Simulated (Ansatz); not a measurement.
# Run report: CaO, geometry relaxation (part 2 of 2)

The same run, continued: CaO (8 atoms in the cell); DFT PBE, scalar-relativistic, plane waves, PAW, no spin polarisation (Ansatz 0.2.0); cutoff 420 eV, 6×6×6 k-mesh, Gaussian smearing of 0.02 eV. The structure was made by a generator, so it may or may not be a known phase.

Geometry of the input (Å; fractional positions):
```
-3.5185  3.5185  3.5185
3.5185  -3.5185  3.5185
3.5185  3.5185  -3.5185
Ca 0.3253  0.0000  0.0000
Ca 0.6747  0.6747  0.6747
Ca 0.0000  0.3253  -0.0000
Ca -0.0000  -0.0000  0.3253
O  -0.0000  0.6747  -0.0000
O  0.3253  0.3253  0.3253
O  0.6747  0.0000  0.0000
O  0.0000  -0.0000  0.6747
```

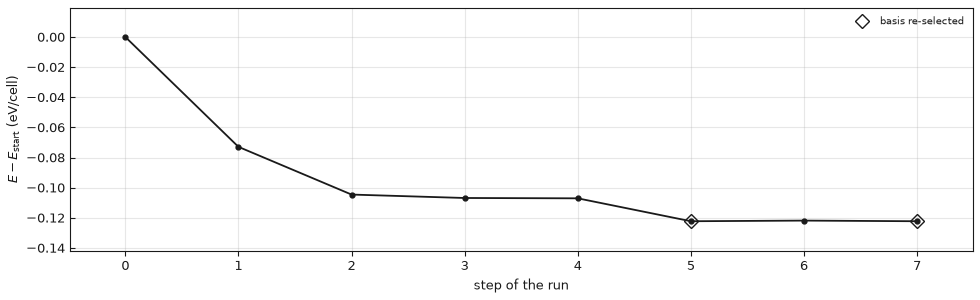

Progress of the relaxation, step by step (the first geometry is step 0 here and step 1 in the log).

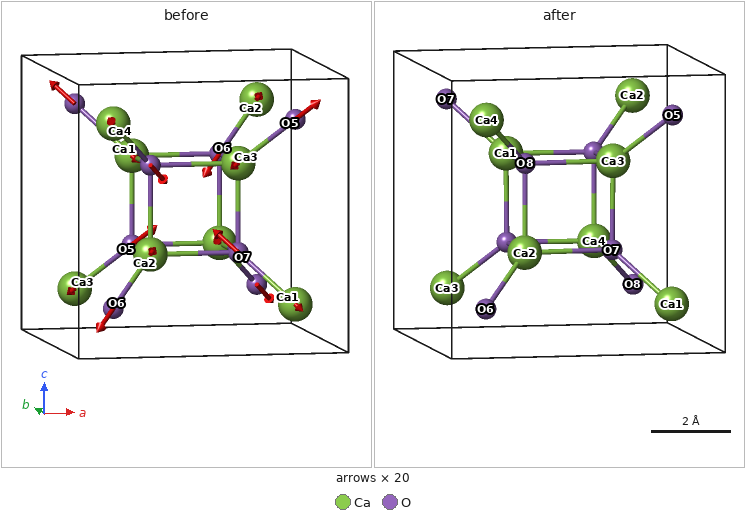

Before (left) and after (right) the relaxation, at one scale (ball-and-stick view of the cell 2 times as large as that of the calculation, set on its symmetry axes, seen slightly off an axis). The red arrows give the displacements (without the part carried along by the change of the cell), magnified 20 times. The energy falls by 0.122 eV per cell of the calculation in 5 geometry steps. Largest force component: 0.36 eV/Å at the start, 0.00071 eV/Å at the end. The pressure goes from 2.51 to 0.02 GPa. 1 further SCF at an unchanged geometry re-selected the plane-wave basis for the new cell. The largest moves relative to the cell, 0.048 Å, are those of O5, O6, O7 and O8. Largest moves by element: O 0.048 Å, Ca 0.015 Å. The volume changes by +4.2 %, with a = b = c 7.037 → 7.135 Å (+1.4 %). Distances before and after: Ca1–O7 2.129 → 2.222 Å, Ca1–O5 2.289 → 2.285 Å. The space group stays I-43m (No. 217). The energy change given includes the shifts at the re-selections in mid-walk, which come without any move. A last SCF at the same geometry on a re-selected plane-wave basis shifts the energy by −0.4 meV per cell of the calculation. (Atoms are counted from 1 in the order of the input.)

```
basis re-selected at this cell: Δ(F+E_penalty+E_count) = -4.307e-4 eV, ΔP = +0.003 GPa vs the last step (what re-selecting the basis moved, of the pressure what is left beyond the Pulay correction that the steps carried, after the strain that the cell walked since its last selection, with what the two solves' SCF thresholds leave and, on support functions, any second-order correction that the steps lacked; it is no measure of the basis error at this ecutwfc). This SCF's stress stands 1.94e-2 GPa from its target on what of the cell is left free (relax.cell.stress_tol is 5.00e-2 GPa) and its largest allowed force component is 7.12e-4 eV/Å (relax.f_tol is 1.00e-2 eV/Å): within both
SCF converged after 6 iterations
Free energy (F): -9548.873995 eV
Harris-Foulkes:  -9548.873995 eV  (|F-HF|=3.27e-11)
Internal energy: -9548.873995 eV  (E = F + TS)
E sigma→0 (E₀):  -9548.873995 eV
Fermi energy:    3.963698 eV
--- Per-component energies (eV) ---
  E_band       = -695.572891
  E_kinetic    = 1821.538492
  E_local      = -5982.055608  (includes V_loc(G=0)·N_el)
  E_nonlocal   = 446.550465
  E_hartree    = 2244.184951
  E_xc         = -850.681232
  E_vxc        = -1069.806018  (∫ρ·V_xc dr)
  E_paw        = -4065.156002  (= ΣΔE_a)
  E_vpaw       = -400.180003  (= ΣTr[D̂ρ^β])
  E_aug_tail   = 0.009673  (compensation charges beyond the density's cutoff)
  E_ewald      = -3163.264734
  E_smearing   = -0.000000  (= −TS)
  E_closure    = 0.000000  (closes the sum)
  Σ components = -9548.873995   (vs F -9548.873995, Δ=0.00e0)
--- Forces (eV/Å), atoms counted from 1 ---
  atom   1  Ca     0.00071207    -0.00071207    -0.00071207
  atom   2  Ca     0.00071207     0.00071207     0.00071207
  atom   3  Ca    -0.00071207     0.00071207    -0.00071207
  atom   4  Ca    -0.00071207    -0.00071207     0.00071207
  atom   5  O      0.00049261    -0.00049261     0.00049261
  atom   6  O     -0.00049261    -0.00049261    -0.00049261
  atom   7  O     -0.00049261     0.00049261     0.00049261
  atom   8  O      0.00049261     0.00049261    -0.00049261
  max |Σ_I F_I| component: 7.48e-18 eV/Å
--- Stress (GPa, compression-positive) ---
        0.019352       0.000000       0.000000
        0.000000       0.019352      -0.000000
        0.000000       0.000000       0.019352
  P = ⅓ Tr σ = 0.0194 GPa (0.194 kbar)
--- Band table (eV; the first three rows and the last of 16) ---
  k-point 0: bands = ["-34.6353", "-34.5667", "-34.5667", "-34.5667", "-16.2323", "-16.2323", "-16.2323", "-15.9302", "-15.7593", "-15.7593", "-15.6926", "-15.6926", "-15.6926", "-15.5141", "-15.5141", "-15.5141", "-12.0177", "-11.2532", "-11.2532", "-11.2532", "1.9354", "1.9354", "1.9354", "1.9815", "1.9815", "2.2524", "2.2524", "2.2524", "2.4610", "2.4865", "2.4865", "2.4865", "5.2386", "7.5481", "7.5481", "8.9776", "8.9776", "8.9776", "9.2203", "10.2771"]
  k-point 1: bands = ["-34.6330", "-34.5682", "-34.5676", "-34.5667", "-16.2537", "-16.2328", "-16.2055", "-15.9142", "-15.7722", "-15.7696", "-15.6874", "-15.6851", "-15.6779", "-15.5410", "-15.5194", "-15.5155", "-11.9569", "-11.2973", "-11.2608", "-11.2529", "1.7922", "1.7969", "1.9213", "2.0227", "2.0759", "2.1292", "2.2662", "2.2665", "2.4745", "2.5045", "2.5084", "2.5671", "5.5162", "7.6240", "7.6992", "8.9198", "9.0339", "9.0983", "9.4088", "10.2086"]
  k-point 2: bands = ["-34.6278", "-34.5717", "-34.5692", "-34.5667", "-16.2873", "-16.2336", "-16.1295", "-15.9282", "-15.7893", "-15.7872", "-15.6802", "-15.6697", "-15.6564", "-15.5748", "-15.5355", "-15.5191", "-11.8005", "-11.4216", "-11.2759", "-11.2522", "1.6165", "1.6511", "1.8687", "1.9445", "2.0668", "2.1457", "2.2959", "2.3023", "2.4465", "2.5367", "2.5601", "2.6724", "6.2071", "7.6083", "8.0895", "8.9237", "9.0888", "9.3421", "9.7702", "9.9621"]
  k-point 15: bands = ["-34.6142", "-34.5738", "-34.5738", "-34.5738", "-16.4770", "-16.0075", "-16.0075", "-16.0075", "-15.8359", "-15.8359", "-15.6328", "-15.6328", "-15.6328", "-15.5701", "-15.5701", "-15.5701", "-11.5899", "-11.5899", "-11.5899", "-10.9849", "0.9245", "2.0186", "2.0186", "2.0186", "2.1561", "2.1561", "2.3604", "2.3604", "2.3604", "2.6226", "2.6226", "2.6226", "7.1983", "7.1983", "8.2220", "8.2220", "8.2220", "9.2296", "9.3485", "9.3485"]
--- Relaxed structure (6 steps of the walk, 6 accepted, 2 SCFs on fresh bases) ---
  F+E_penalty+E_count = -9548.87399500 eV   max|allowed force component| = 7.121e-4 eV/Å   (the final SCF, on the basis selected at the relaxed cell)
  cell:  # Å, volume = 181.6174 Å³
    - [-3.567515426444464, 3.567515426444464, 3.567515426444464]
    - [3.567515426444464, -3.567515426444464, 3.567515426444464]
    - [3.567515426444464, 3.567515426444464, -3.567515426444464]
  atoms:
    - { symbol: Ca, position: [0.32288968943763335, 0.0, 0.0] }
    - { symbol: Ca, position: [0.6771103105623668, 0.6771103105623668, 0.6771103105623668] }
    - { symbol: Ca, position: [0.0, 0.32288968943763335, 0.0] }
    - { symbol: Ca, position: [0.0, 0.0, 0.32288968943763335] }
    - { symbol: O, position: [0.0, 0.6824388220520434, 0.0] }
    - { symbol: O, position: [0.3175611779479565, 0.3175611779479565, 0.3175611779479565] }
    - { symbol: O, position: [0.6824388220520434, 0.0, 0.0] }
    - { symbol: O, position: [0.0, 0.0, 0.6824388220520434] }
```

### Trajectory as extended XYZ (Å, eV, eV/Å), 8 frames, from step=1 to step=8
```
8
Lattice="-3.5185 3.5185 3.5185 3.5185 -3.5185 3.5185 3.5185 3.5185 -3.5185" Properties=species:S:1:pos:R:3:forces:R:3 step=1 energy=-9548.75171 pressure_GPa=2.51
Ca   -1.1446    1.1446    1.1446    0.2572  -0.2572  -0.2572
Ca    2.3739    2.3739    2.3739    0.2572   0.2572   0.2572
Ca    1.1446   -1.1446    1.1446   -0.2572   0.2572  -0.2572
Ca    1.1446    1.1446   -1.1446   -0.2572  -0.2572   0.2572
O     2.3739   -2.3739    2.3739    0.3593  -0.3593   0.3593
O     1.1446    1.1446    1.1446   -0.3593  -0.3593  -0.3593
O    -2.3739    2.3739    2.3739   -0.3593   0.3593   0.3593
O     2.3739    2.3739   -2.3739    0.3593   0.3593  -0.3593
8
Lattice="-3.5591 3.5591 3.5591 3.5591 -3.5591 3.5591 3.5591 3.5591 -3.5591" Properties=species:S:1:pos:R:3:forces:R:3 step=2 energy=-9548.82462 pressure_GPa=0.04
Ca   -1.1681    1.1681    1.1681    0.3161  -0.3161  -0.3161
Ca    2.3910    2.3910    2.3910    0.3161   0.3161   0.3161
Ca    1.1681   -1.1681    1.1681   -0.3161   0.3161  -0.3161
Ca    1.1681    1.1681   -1.1681   -0.3161  -0.3161   0.3161
O     2.4284   -2.4284    2.4284    0.0845  -0.0845   0.0845
O     1.1307    1.1307    1.1307   -0.0845  -0.0845  -0.0845
O    -2.4284    2.4284    2.4284   -0.0845   0.0845   0.0845
O     2.4284    2.4284   -2.4284    0.0845   0.0845  -0.0845
8
Lattice="-3.5675 3.5675 3.5675 3.5675 -3.5675 3.5675 3.5675 3.5675 -3.5675" Properties=species:S:1:pos:R:3:forces:R:3 step=3 energy=-9548.85629 pressure_GPa=-0.17
Ca   -1.1517    1.1517    1.1517    0.0187  -0.0187  -0.0187
Ca    2.4158    2.4158    2.4158    0.0187   0.0187   0.0187
Ca    1.1517   -1.1517    1.1517   -0.0187   0.0187  -0.0187
Ca    1.1517    1.1517   -1.1517   -0.0187  -0.0187   0.0187
O     2.4294   -2.4294    2.4294    0.0561  -0.0561   0.0561
O     1.1381    1.1381    1.1381   -0.0561  -0.0561  -0.0561
O    -2.4294    2.4294    2.4294   -0.0561   0.0561   0.0561
O     2.4294    2.4294   -2.4294    0.0561   0.0561  -0.0561
8
Lattice="-3.5656 3.5656 3.5656 3.5656 -3.5656 3.5656 3.5656 3.5656 -3.5656" Properties=species:S:1:pos:R:3:forces:R:3 step=4 energy=-9548.85856 pressure_GPa=-0.04
Ca   -1.1515    1.1515    1.1515    0.0058  -0.0058  -0.0058
Ca    2.4141    2.4141    2.4141    0.0058   0.0058   0.0058
Ca    1.1515   -1.1515    1.1515   -0.0058   0.0058  -0.0058
Ca    1.1515    1.1515   -1.1515   -0.0058  -0.0058   0.0058
O     2.4322   -2.4322    2.4322    0.0125  -0.0125   0.0125
O     1.1335    1.1335    1.1335   -0.0125  -0.0125  -0.0125
O    -2.4322    2.4322    2.4322   -0.0125   0.0125   0.0125
O     2.4322    2.4322   -2.4322    0.0125   0.0125  -0.0125
8
Lattice="-3.5651 3.5651 3.5651 3.5651 -3.5651 3.5651 3.5651 3.5651 -3.5651" Properties=species:S:1:pos:R:3:forces:R:3 step=5 energy=-9548.85879 pressure_GPa=-0.00
Ca   -1.1513    1.1513    1.1513    0.0000   0.0000   0.0000
Ca    2.4138    2.4138    2.4138    0.0000   0.0000   0.0000
Ca    1.1513   -1.1513    1.1513    0.0000   0.0000   0.0000
Ca    1.1513    1.1513   -1.1513    0.0000   0.0000   0.0000
O     2.4329   -2.4329    2.4329    0.0003  -0.0003   0.0003
O     1.1322    1.1322    1.1322   -0.0003  -0.0003  -0.0003
O    -2.4329    2.4329    2.4329   -0.0003   0.0003   0.0003
O     2.4329    2.4329   -2.4329    0.0003   0.0003  -0.0003
8
Lattice="-3.5651 3.5651 3.5651 3.5651 -3.5651 3.5651 3.5651 3.5651 -3.5651" Properties=species:S:1:pos:R:3:forces:R:3 step=6 energy=-9548.87399 pressure_GPa=0.14
Ca   -1.1513    1.1513    1.1513    0.0000   0.0000   0.0000
Ca    2.4138    2.4138    2.4138    0.0000   0.0000   0.0000
Ca    1.1513   -1.1513    1.1513    0.0000   0.0000   0.0000
Ca    1.1513    1.1513   -1.1513    0.0000   0.0000   0.0000
O     2.4329   -2.4329    2.4329    0.0004  -0.0004   0.0004
O     1.1322    1.1322    1.1322   -0.0004  -0.0004  -0.0004
O    -2.4329    2.4329    2.4329   -0.0004   0.0004   0.0004
O     2.4329    2.4329   -2.4329    0.0004   0.0004  -0.0004
8
Lattice="-3.5675 3.5675 3.5675 3.5675 -3.5675 3.5675 3.5675 3.5675 -3.5675" Properties=species:S:1:pos:R:3:forces:R:3 step=7 energy=-9548.87356 pressure_GPa=0.02
Ca   -1.1519    1.1519    1.1519    0.0007  -0.0007  -0.0007
Ca    2.4156    2.4156    2.4156    0.0007   0.0007   0.0007
Ca    1.1519   -1.1519    1.1519   -0.0007   0.0007  -0.0007
Ca    1.1519    1.1519   -1.1519   -0.0007  -0.0007   0.0007
O     2.4346   -2.4346    2.4346    0.0005  -0.0005   0.0005
O     1.1329    1.1329    1.1329   -0.0005  -0.0005  -0.0005
O    -2.4346    2.4346    2.4346   -0.0005   0.0005   0.0005
O     2.4346    2.4346   -2.4346    0.0005   0.0005  -0.0005
8
Lattice="-3.5675 3.5675 3.5675 3.5675 -3.5675 3.5675 3.5675 3.5675 -3.5675" Properties=species:S:1:pos:R:3:forces:R:3 step=8 energy=-9548.87399 pressure_GPa=0.02
Ca   -1.1519    1.1519    1.1519    0.0007  -0.0007  -0.0007
Ca    2.4156    2.4156    2.4156    0.0007   0.0007   0.0007
Ca    1.1519   -1.1519    1.1519   -0.0007   0.0007  -0.0007
Ca    1.1519    1.1519   -1.1519   -0.0007  -0.0007   0.0007
O     2.4346   -2.4346    2.4346    0.0005  -0.0005   0.0005
O     1.1329    1.1329    1.1329   -0.0005  -0.0005  -0.0005
O    -2.4346    2.4346    2.4346   -0.0005   0.0005   0.0005
O     2.4346    2.4346   -2.4346    0.0005   0.0005  -0.0005
```

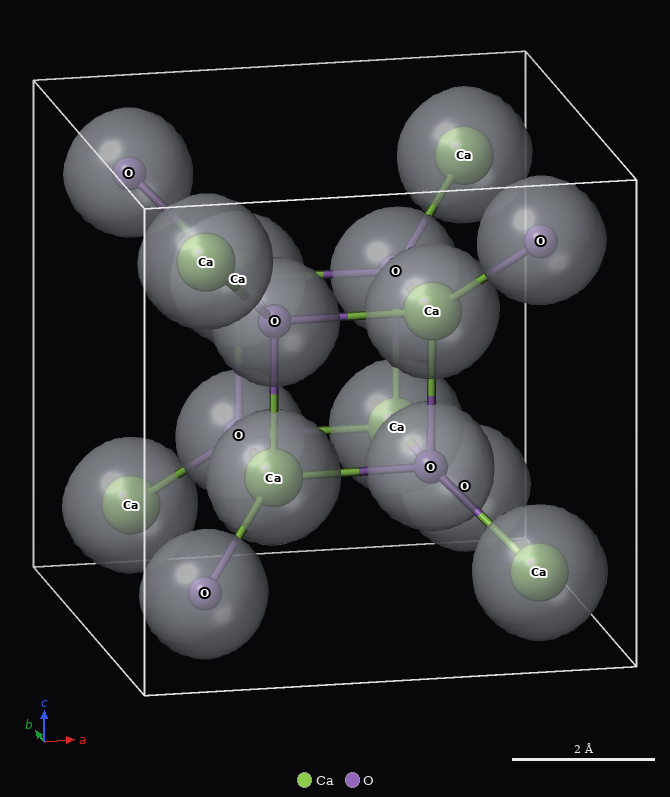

Isosurface of the valence electron density at 0.5 e/Å³ (grey), seen slightly off an axis. Sticks mark near contacts. The outline is the cell set on symmetry axes. At this value the density breaks into separate islands; it holds about 80 % of the electrons treated as valence (semicore included). It is pinched off along the Ca–O (2.22 Å) and Ca–O (2.28 Å) contacts. On the grid the lowest density along these lines, outside the cores, is 0.38 e/Å³ (Ca–O, 2.22 Å) and 0.33 e/Å³ (Ca–O, 2.28 Å). Core electrons are frozen (PAW), so the fields are smoothed inside the atomic spheres.

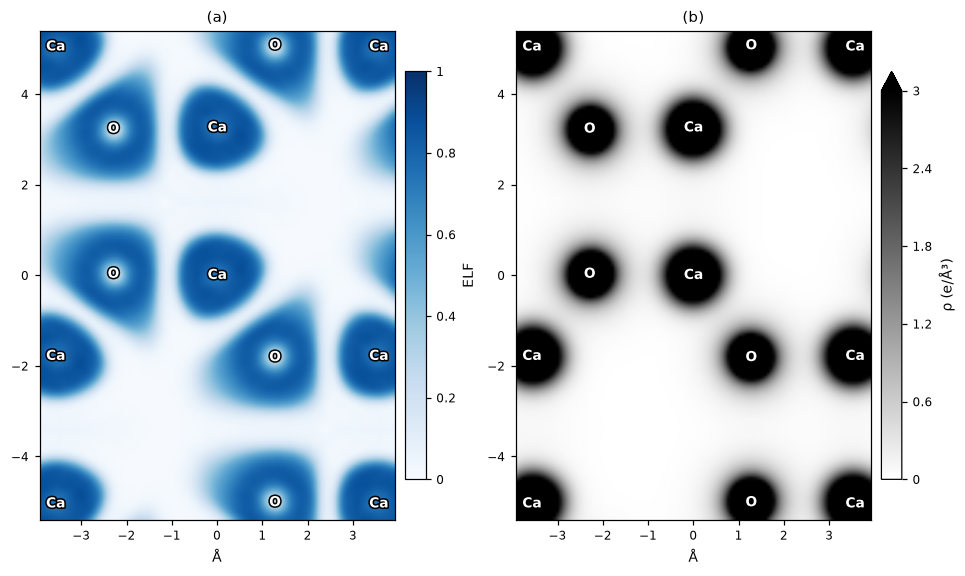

(a) ELF; (b) valence electron density on the (101) plane of the conventional cell. Atoms in the plane: Ca and O. Ca–O (2.22 Å): the density is about 0.37 e/Å³ at the midpoint; the ELF peaks at about 0.85 in the valence shell of O, 0.6 Å from its nucleus, and drops to about 0.10 between the two atoms. Away from the nuclei the density in this plane falls to 0.004 e/Å³ at its lowest. The strong features right at Ca lie inside the PAW spheres (semicore, d or f shells) and say nothing about bonding.

### Summary

| quantity | value |
| --- | --- |
| outcome | converged |
| space group (tolerance 0.01 Å) | I-43m (217) |
| electrons treated | 64 |
| free energy | −9548.8740 eV |
| Fermi energy | 3.964 eV |
| gap on the k-point mesh | 2.55 eV |
| pressure | 0.02 GPa |
| final volume | 181.62 Å³ |
| largest force (length of the vector) at the end | 0.001 eV/Å |
| final cell | a = 6.179 Å, b = 6.179 Å, c = 6.179 Å, α = 109.47°, β = 109.47°, γ = 109.47° |
| wall time | 68 s |
| peak memory | 0.41 GiB |
